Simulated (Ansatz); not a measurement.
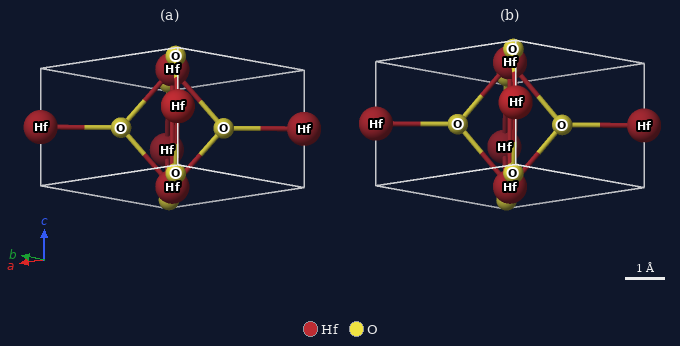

The structure of a crystal of HfO₂ (a generated structure, set up in P4_2/mnm) (coarse preliminary run) before (left) and after (right) a relaxation, at one scale.

A ball-and-stick model of the cell of the calculation, seen from a free direction.

Case: Ti → Hf on all its sites, cell and atoms relaxed.

Computed with DFT PBE, scalar-relativistic, plane waves, PAW (Ansatz 0.2.0). Settings: plane-wave cutoff 420 eV; k-point mesh 4 × 4 × 6; occupations gaussian; smearing width 0.1 eV; no spin polarisation; cell and atoms relaxed; force threshold 0.05 eV/Å; at most 60 steps.

What changed between the two?

Answer. No atom moves by more than 0.005 Å relative to the cell. The volume changes by +9.6 %, with a = b 4.795 → 4.880 Å (+1.8 %), c 3.060 → 3.238 Å (+5.8 %). Near-neighbour distances that change, for instance: Hf–Hf 3.060 → 3.238 Å, Hf–O 2.022 → 2.104 Å, Hf–O 2.069 → 2.107 Å. Bond angles that change, for instance: Hf–O–Hf 98.4° → 100.6°. The space group stays P4_2/mnm (No. 136). After 4 accepted moves (6 points after the start) the energy has fallen by 0.618 eV per cell of the calculation. Largest force component: 0.54 eV/Å at the start, 0.0024 eV/Å at the end. The pressure goes from 26.21 to 0.02 GPa. The SCF was repeated twice at an unchanged geometry on a basis and grid sized afresh for the cell, which shifted the energy by 49.8 meV per cell of the calculation at most.
